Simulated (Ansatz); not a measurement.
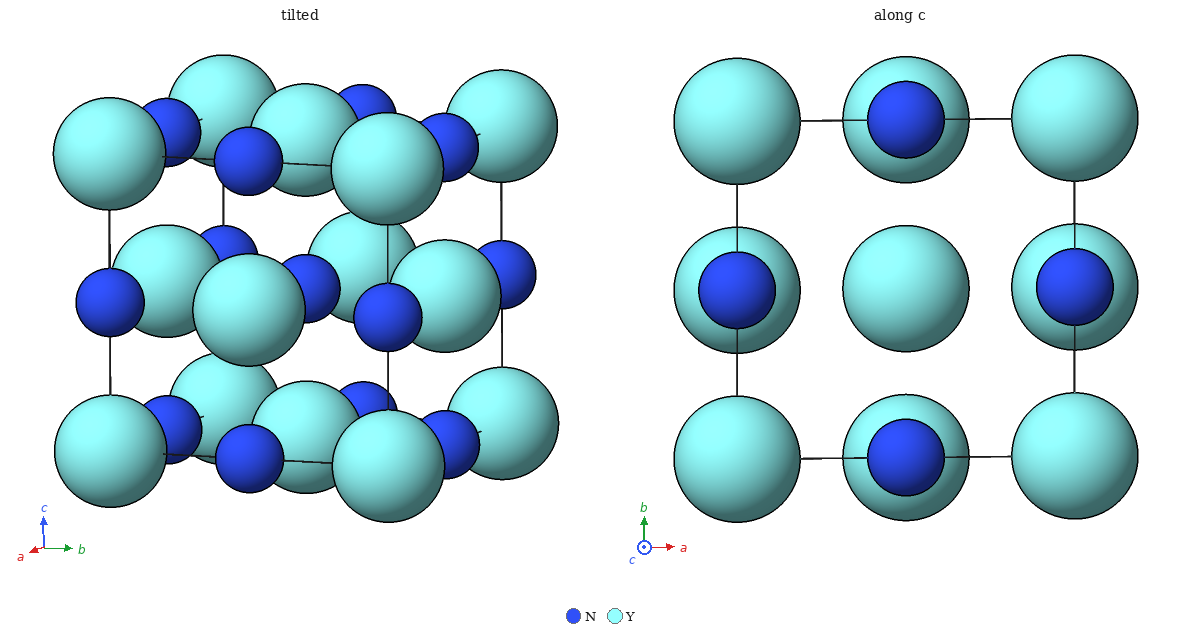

An orthographic spheres-only view of the structure, slightly off an axis and along the c axis. The drawn cell (a repeat of the simulation cell) is drawn as a box.

YN, a = 4.871 Å, b = 4.871 Å, c = 4.871 Å, α = 89.43°, β = 89.43°, γ = 89.43°. Strictly the space group is R-3m (No. 166, within 0.01 Å). It is a distorted form of a face-centred cubic structure, space group Fm-3m (No. 225) within 0.25 Å: rock salt (NaCl type). It derives from a structure type filled with these elements by a generator (whether the compound takes this form wasn't checked). The cell was then strained or its atoms displaced on purpose. A calculation with Ansatz used it as input.

This one geometry was computed with Ansatz (DFT, plane waves, PAW) at four levels of theory: r2SCAN with spin-orbit coupling, r2SCAN, PBE and HSE06. It was relaxed with r2SCAN and then strained.

Which level gives the highest pressure at this volume, and what does that say about its equilibrium volume?

Answer. Highest: PBE (3.6 GPa), which points to the largest equilibrium volume. Lowest, with the smallest volume: HSE06 (1.2 GPa). Levels within 0.5 GPa of each other can't be told apart.

How does the band gap change with the level of theory?

Answer. PBE: a gap of 0.15 eV, indirect; r2SCAN with spin-orbit coupling: a gap of 0.51 eV, indirect; r2SCAN: a gap of 0.53 eV, indirect; HSE06: a gap of 1.04 eV, indirect.

Collect the results in a table.

Answer.
| level | cutoff (eV) | k-mesh of the run's cell | gap (eV) | pressure (GPa) |
| --- | --- | --- | --- | --- |
| r2SCAN with spin-orbit coupling | 500 | 10×10×10 | 0.51 | 2.6 |
| r2SCAN | 500 | 10×10×10 | 0.53 | 2.6 |
| PBE | 420 | 10×10×10 | 0.15 | 3.6 |
| HSE06 | 420 | 6×6×6 | 1.04 | 1.2 |

Gaps are taken on the k-mesh or band path of each run.
